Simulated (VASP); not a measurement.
## GW on SiC (Moissanite 3C)

How does the gap of SiC (Moissanite 3C) change from the starting functional to GW? The cell is of the zinc-blende type, one of the forms listed for this formula. The start is a cell from a database of measured crystal structures.

Main program and level: VASP 6.6.1; LDA; plane waves and PAW (Si_GW, C_GW), in the first sound run; inputs show where later runs differ.

## (1) Starting point

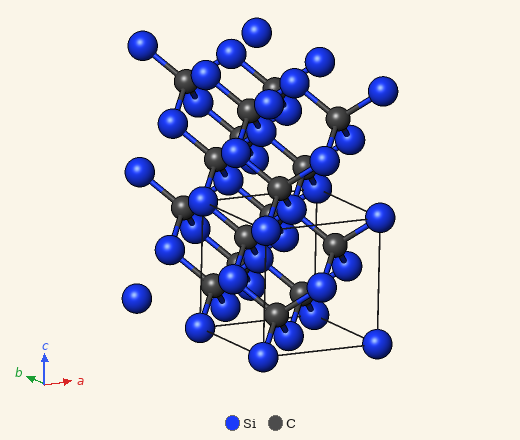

Start, viewed slightly off an axis; silicon blue, carbon dark grey. 1×2×2 cells are drawn. This picture shows the conventional cell, with its axes. Bonds to atoms that aren't drawn are left out. Some periodic images of atoms are drawn too.

Structure file:

```cif
data_structure
_symmetry_space_group_name_H-M 'P 1'
_symmetry_Int_Tables_number 1
_cell_length_a 3.0816
_cell_length_b 3.0816
_cell_length_c 3.0816
_cell_angle_alpha 60.000
_cell_angle_beta 60.000
_cell_angle_gamma 60.000
_cell_volume 20.69
loop_
_atom_site_label
_atom_site_type_symbol
_atom_site_fract_x
_atom_site_fract_y
_atom_site_fract_z
_atom_site_occupancy
Si1 Si 0.00000 0.00000 0.00000 1
C2 C 0.75000 0.75000 0.75000 1
```

## (2) Ground state

The orbitals come from a self-consistent LDA run. A small SIGMA keeps every occupation at zero or full.

Input file INCAR:

```
SYSTEM = SiC
PREC = Accurate
ENCUT = 440
EDIFF = 1E-08
NELM = 100
ISMEAR = 0
SIGMA = 0.01
LREAL = .FALSE.
ALGO = Normal
GGA = CA
NBANDS = 10
LORBIT = 11
LWAVE = .TRUE.
LCHARG = .FALSE.
KPAR = 4
```

Input file POSCAR:

```
SiC
1.0
    0.0000000000      2.1790000000      2.1790000000
    2.1790000000      0.0000000000      2.1790000000
    2.1790000000      2.1790000000      0.0000000000
Si C
1 1
Direct
    0.0000000000      0.0000000000      0.0000000000
    0.7500000000      0.7500000000      0.7500000000
```

Input file KPOINTS:

```
Automatic mesh
0
Gamma
7 7 7
0 0 0
```

Potentials, in the order of the species: Si_GW and C_GW (LDA family, release 64).

Command:

```
> mpirun -np 4 vasp_std
```

The log of the run:

```text
[banner, memory and clock lines left out]
running    4 mpi-ranks, on    1 nodes
 distrk:  each k-point on    1 cores,    4 groups
 distr:  one band on    1 cores,    1 groups

 POSCAR found type information on POSCAR SiC
 POSCAR found :  2 types and       2 ions
 LDA part: xc-table for (Slater(with rela. corr.)+CA(PZ))
 , standard interpolation
 POSCAR, INCAR and KPOINTS ok, starting setup
 FFT: planning ... GRIDC
 FFT: planning ... GRID_SOFT
 FFT: planning ... GRID
 WAVECAR not read
 entering main loop
       N       E                     dE             d eps       ncg     rms          rms(c)
DAV:   1     0.132182705214E+01    0.13218E+01   -0.45874E+03   460   0.766E+02
DAV:   2    -0.182212229263E+02   -0.19543E+02   -0.18615E+02   594   0.136E+02
DAV:   3    -0.186886186932E+02   -0.46740E+00   -0.46606E+00   506   0.153E+01
DAV:   4    -0.186958645608E+02   -0.72459E-02   -0.72441E-02   540   0.236E+00
DAV:   5    -0.186961856980E+02   -0.32114E-03   -0.32113E-03   538   0.370E-01    0.718E+00
DAV:   6    -0.167385639232E+02    0.19576E+01   -0.75838E+00   568   0.169E+01    0.208E+00
DAV:   7    -0.166574582166E+02    0.81106E-01   -0.28564E-01   514   0.338E+00    0.113E+00
DAV:   8    -0.166345412017E+02    0.22917E-01   -0.31432E-02   552   0.153E+00    0.914E-02
DAV:   9    -0.166343738465E+02    0.16736E-03   -0.15343E-03   554   0.272E-01    0.391E-02
DAV:  10    -0.166343828994E+02   -0.90529E-05   -0.10351E-04   550   0.718E-02    0.822E-03
DAV:  11    -0.166343822360E+02    0.66346E-06   -0.59807E-06   550   0.190E-02    0.183E-03
DAV:  12    -0.166343821715E+02    0.64441E-07   -0.43102E-07   524   0.444E-03    0.268E-04
DAV:  13    -0.166343821774E+02   -0.58458E-08   -0.43667E-09   320   0.845E-04
   1 F= -.16634382E+02 E0= -.16634382E+02  d E =-.342262E-35
 writing wavefunctions
```

The job ended after 5 s (4 MPI ranks of AMD EPYC 7R43, shared host; peak memory 0.38 GiB; 14 s of CPU time).

Lines that name or quote the potential files are left out of all logs, and their timing lines are given in words.

From OUTCAR (step 2):

```text
ion  position               nearest neighbor table
   1  0.000  0.000  0.000-   2 1.89   2 1.89   2 1.89   2 1.89
   2  0.750  0.750  0.750-   1 1.89   1 1.89   1 1.89   1 1.89

  LATTYP: Found a face centered cubic cell.
 ALAT       =     4.3580000000

 Subroutine GETGRP returns: Found 24 space group operations
 (whereof 24 operations were pure point group operations)

The static configuration has the point symmetry T_d .

 Found     20 irreducible k-points:

   k-points           NKPTS =     20   k-points in BZ     NKDIM =     20   number of bands    NBANDS=     10

   dimension x,y,z NGX =    24 NGY =   24 NGZ =   24
   dimension x,y,z NGXF=    48 NGYF=   48 NGZF=   48

   ENCUT  =  440.0 eV  32.34 Ry    5.69 a.u.   5.27  5.27  5.27*2*pi/ulx,y,z

   NELECT =       8.0000    total number of electrons

 k-points in reciprocal lattice and weights: Automatic mesh
   0.00000000  0.00000000  0.00000000       0.003
   0.14285714  0.00000000  0.00000000       0.023
   0.28571429  0.00000000  0.00000000       0.023
   0.42857143  0.00000000  0.00000000       0.023
   0.14285714  0.14285714  0.00000000       0.017
   0.28571429  0.14285714  0.00000000       0.070
   0.42857143  0.14285714  0.00000000       0.070
  -0.42857143  0.14285714  0.00000000       0.070
  -0.28571429  0.14285714  0.00000000       0.070
[...]
-0.42857143  0.42857143  0.14285714       0.070
  -0.28571429  0.42857143  0.14285714       0.070

 average (electrostatic) potential at core
       1 -65.7574       2 -49.3762

 E-fermi :   7.8295

 k-point     1 :       0.0000    0.0000    0.0000
  band No.  band energies     occupation
      1      -7.5814      2.00000
      2       7.7448      2.00000
      3       7.7448      2.00000
      4       7.7448      2.00000
      5      14.0285      0.00000
      6      14.9296      0.00000
      7      14.9296      0.00000
      8      14.9296      0.00000
      9      22.1919      0.00000
    ...

 k-point     2 :       0.1429    0.0000    0.0000
  band No.  band energies     occupation
      1      -7.1829      2.00000
      2       5.9026      2.00000
      3       7.4871      2.00000
      4       7.4871      2.00000
      5      14.1360      0.00000
      6      15.3561      0.00000
      7      15.3561      0.00000
      8      15.7117      0.00000
      9      20.7991      0.00000
    ...

 k-point     3 :       0.2857    0.0000    0.0000
  band No.  band energies     occupation
      1      -6.0272      2.00000
      2       2.6407      2.00000
      3       7.0231      2.00000
      4       7.0231      2.00000
      5      13.5363      0.00000
      6      15.4515      0.00000
      7      15.4515      0.00000
      8      17.2888      0.00000
      9      21.1594      0.00000
    ...

  Total       -0.6852069     -0.6852069     -0.6852069     -0.0000000      0.0000000     -0.0000000
  in kB      -53.0555291    -53.0555291    -53.0555291     -0.0000000      0.0000000     -0.0000000
  external PRESSURE =     -53.0555291 kB  Pullay stress =       0.0000000 kB

  energy-cutoff  :      440.00
  volume of cell :       20.69
      direct lattice vectors                 reciprocal lattice vectors
     0.000000000  2.179000000  2.179000000    -0.229463056  0.229463056  0.229463056
     2.179000000  0.000000000  2.179000000     0.229463056 -0.229463056  0.229463056
     2.179000000  2.179000000  0.000000000     0.229463056  0.229463056 -0.229463056

 POSITION                                       TOTAL-FORCE (eV/Angst)
 -----------------------------------------------------------------------------------
      0.00000      0.00000      0.00000        -0.000000     -0.000000     -0.000000
      3.26850      3.26850      3.26850         0.000000      0.000000      0.000000
 -----------------------------------------------------------------------------------
    total drift:                                0.000000      0.000000     -0.000000

  FREE ENERGIE OF THE ION-ELECTRON SYSTEM (eV)
  ---------------------------------------------------
  free  energy   TOTEN  =       -16.6343821774 eV

  energy  without entropy=      -16.6343821774  energy(sigma->0) =      -16.63438218

 total charge
# of ion       s       p       d       tot
------------------------------------------
    1        0.693   0.958   0.208   1.858
    2        0.804   1.682   0.000   2.485
--------------------------------------------------
tot          1.496   2.639   0.208   4.344

[... 3 further parts left out ...]
```

The gap is read on the k-mesh alone, so it is an upper bound where the band edges lie off the mesh.

A gap read on the k-mesh alone can miss the band edges.

This step gave:

| Property | Result |
| --- | --- |
| free energy (TOTEN) | -16.63 eV |
| Fermi energy | 7.830 eV |
| pressure | -5.306 GPa |
| gap on the k-mesh | 1.537 eV |
| least direct gap on the k-mesh | 4.630 eV |

The cell has a gap of 1.54 eV on this mesh and a pressure of -5.3 GPa, which holds the misfit of the given cell and coordinates with this functional, and any error of cutoff, mesh and data sets.

## (3) Empty bands

ALGO = Exact makes the empty bands from the converged ground state in one step. LOPTICS writes the k-derivatives of the orbitals (WAVEDER), which give the long-wavelength limit of the screening.

Input file INCAR:

```
SYSTEM = SiC
PREC = Accurate
ENCUT = 440
ISMEAR = 0
SIGMA = 0.01
LREAL = .FALSE.
GGA = CA
NBANDS = 20
ALGO = Exact
NELM = 1
LWAVE = .TRUE.
LCHARG = .FALSE.
LOPTICS = .TRUE.
NEDOS = 1000
CSHIFT = 0.1
```

POSCAR is that of step 2.

KPOINTS is that of step 2.

Command:

```
> mpirun -np 4 vasp_std
```

The log of the run:

```text
[banner, memory and clock lines left out]
running    4 mpi-ranks, on    1 nodes
 distrk:  each k-point on    4 cores,    1 groups
 distr:  one band on    1 cores,    4 groups

 POSCAR found type information on POSCAR SiC
 POSCAR found :  2 types and       2 ions
 LDA part: xc-table for (Slater(with rela. corr.)+CA(PZ))
 , standard interpolation
 found WAVECAR, reading the header
  number of bands has changed, file:    10 present:    20
  trying to continue reading WAVECAR, but it might fail
 POSCAR, INCAR and KPOINTS ok, starting setup
 FFT: planning ... GRIDC
 FFT: planning ... GRID_SOFT
 FFT: planning ... GRID
 reading WAVECAR
 random initialization beyond band           10
 the WAVECAR file was read successfully
 initial charge from wavefunction
 entering main loop
       N       E                     dE             d eps       ncg     rms          rms(c)
DIA:   1    -0.166343821791E+02   -0.16634E+02    0.00000E+00     0   0.000E+00
   1 F= -.16634382E+02 E0= -.16634382E+02  d E =-.103503E-28
 writing wavefunctions
 optical routines
 imaginary and real dielectric function
 recalculating local potential from charge density
 direction            1
 direction            2
 direction            3
```

Wall time 7 s (4 MPI ranks); peak memory 0.35 GiB.

From OUTCAR (step 3):

```text
The static configuration has the point symmetry T_d .

 Found     20 irreducible k-points:

   k-points           NKPTS =     20   k-points in BZ     NKDIM =     20   number of bands    NBANDS=     20

   NELECT =       8.0000    total number of electrons

 E-fermi :   7.8202

 k-point     3 :       0.2857    0.0000    0.0000
  band No.  band energies     occupation
      1      -6.0272      2.00000
      2       2.6408      2.00000
      3       7.0231      2.00000
      4       7.0231      2.00000
      5      13.5363      0.00000
      6      15.4515      0.00000
      7      15.4515      0.00000
      8      17.2888      0.00000
      9      21.1594      0.00000
    ...

 k-point     4 :       0.4286    0.0000    0.0000
  band No.  band energies     occupation
      1      -4.3990      2.00000
      2      -0.2226      2.00000
      3       6.7255      2.00000
      4       6.7255      2.00000
      5      13.1720      0.00000
      6      14.9556      0.00000
      7      14.9556      0.00000
      8      17.6628      0.00000
      9      23.4186      0.00000
    ...

  Total       -0.6852123     -0.6852123     -0.6852123      0.0000000     -0.0000000     -0.0000000
  in kB      -53.0559443    -53.0559443    -53.0559443      0.0000000     -0.0000000     -0.0000000
  external PRESSURE =     -53.0559443 kB  Pullay stress =       0.0000000 kB

 POSITION                                       TOTAL-FORCE (eV/Angst)
 -----------------------------------------------------------------------------------
      0.00000      0.00000      0.00000         0.000000      0.000000      0.000000
      3.26850      3.26850      3.26850        -0.000000      0.000000     -0.000000
 -----------------------------------------------------------------------------------
    total drift:                                0.000000      0.000000     -0.000000

  FREE ENERGIE OF THE ION-ELECTRON SYSTEM (eV)
  ---------------------------------------------------
  free  energy   TOTEN  =       -16.6343821791 eV

  energy  without entropy=      -16.6343821791  energy(sigma->0) =      -16.63438218

 plasma frequency squared (from intraband transitions) (eV^2)
  --------------------------------------------------------------------------------------
       0.000       0.000       0.000
       0.000       0.000       0.000
       0.000       0.000       0.000

[... 10 parts as in an earlier step ...]

[... 2 further parts left out ...]
```

WAVECAR now holds 20 bands for 8 electrons. Its independent-particle dielectric tensor has xx, yy, zz = 7.6, 7.6, 7.6 on this mesh, which isn't tested for convergence in mesh or bands and lacks local fields.

(Part 1 of 3 ends here.)

[Lines on the potential files, build, host, timing and source positions are cut from VASP's logs without a mark.]

[Logs are printed without paths, hosts, clocks, repeated set-up lines and the standing remarks that a program may print on its own settings, such as how far it seeks lower states.]

[Hosts, paths, dates, database ids (printed as entryN), source tags and the programs' standing remarks are cut or masked in the printed files.]

[Pressures printed for these runs are not shown converged in the cutoff: they can be off by several GPa and have the wrong sign.]
